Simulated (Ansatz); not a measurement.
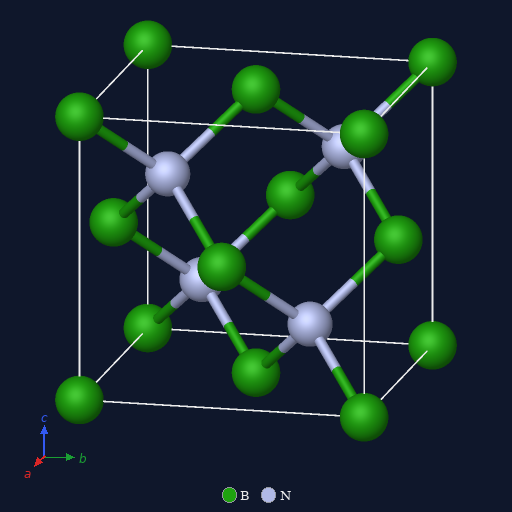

System: BN, space group F-43m (No. 216). The picture shows the conventional cell.

The given structure:
```
CELL_PARAMETERS angstrom
0.00000 1.77449 1.77449
1.77449 0.00000 1.77449
1.77449 1.77449 0.00000
ATOMIC_POSITIONS crystal
B 0.00000 0.00000 0.00000
N 0.75000 0.75000 0.75000
```

Computed with Ansatz 0.2.0: optical phonons of an insulator on the approach to the zone centre along x, y and z with the field of polar modes, imaginary frequencies are negative, field response on a mesh refined by the program; plane waves with PAW datasets. Level: PBEsol, no spin polarisation.

wave cutoff 420 eV; k mesh 12×12×12; occupations fixed; pressure 20 GPa.

Predict the polar optical modes, transverse and longitudinal, approaching the zone centre along x.

The transverse (TO, twofold) lines lie at 1109.4 and the longitudinal (LO) ones at 1336.5 cm⁻¹, the same along x, y and z by the cubic symmetry.

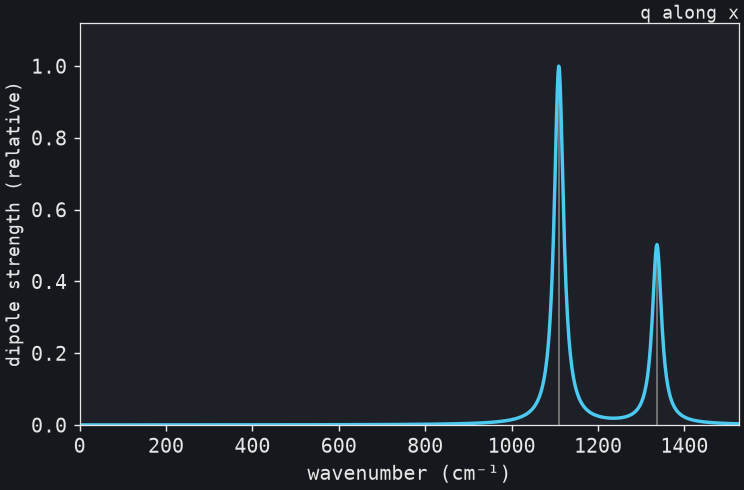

Lines are broadened by Lorentzians of 26 cm⁻¹ full width; the spectrum is scaled to its strongest line.
